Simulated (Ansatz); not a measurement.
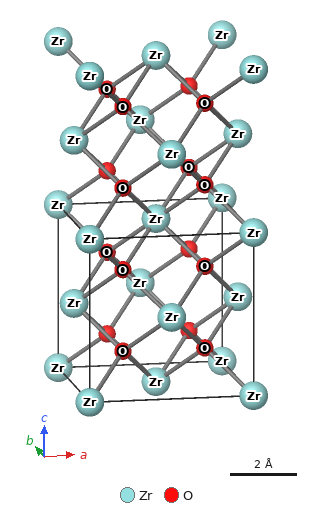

This is the input geometry for a relaxation of a crystal of ZrO2 (built on the cubic fluorite host type). A ball-and-stick model of the conventional cell (4 times the calculation's cell), repeated 1 × 1 × 2 with one cell outlined, seen slightly off an axis. Lengths and directions refer to the drawn axes.

Computed with Ansatz 0.2.0, DFT, r2SCAN, plane waves, PAW.

Input
```yaml
crystal:
  lattice:
    - [0.0, 2.5578562536, 2.5578562536]
    - [2.5578562536, 0.0, 2.5578562536]
    - [2.5578562536, 2.5578562536, 0.0]
  atoms:
    - { symbol: Zr, position: [0.0, 0.0, 0.0] }
    - { symbol: O, position: [0.75, 0.75, 0.75] }
    - { symbol: O, position: [0.25, 0.25, 0.25] }
kpoints:
  mp_grid: { grid: [8, 8, 8] }
hamiltonian:
  xc: r2scan
scf:
  occupations: { method: fermi_dirac, width: 0.02 }
relax:
  f_tol: 0.005
  cell: {}
```

Launched with:
```bash
ansatz run input.yaml --threads 2 --pin off --max-ram 29491MiB --backend cpu --events-out ev --progress --plain --runs-dir out
```

Q: Where does the relaxation end?

A: The atoms keep their places relative to the cell (all moves are under 0.005 Å). The volume changes by −1.5 %, with a = b = c 5.116 → 5.089 Å (−0.5 %). Among the contacts that change: Zr1–O2 2.215 → 2.204 Å. The space group stays Fm-3m (No. 225). After 2 accepted moves (3 points after the start) the energy has fallen by 2.1 meV per atom. All forces vanish by symmetry, so only the cell relaxes. Pressure: −3.86 GPa at the start and −0.01 GPa at the end. At 1 point the geometry stayed and the basis and grid were re-selected for the new cell (energy shift of 0.1 meV per atom at most each time).

Final geometry:

```
CELL_PARAMETERS angstrom
0.00000 2.54471 2.54471
2.54471 0.00000 2.54471
2.54471 2.54471 0.00000
ATOMIC_POSITIONS crystal
Zr 0.00000 0.00000 0.00000
O 0.75000 0.75000 0.75000
O 0.25000 0.25000 0.25000
```
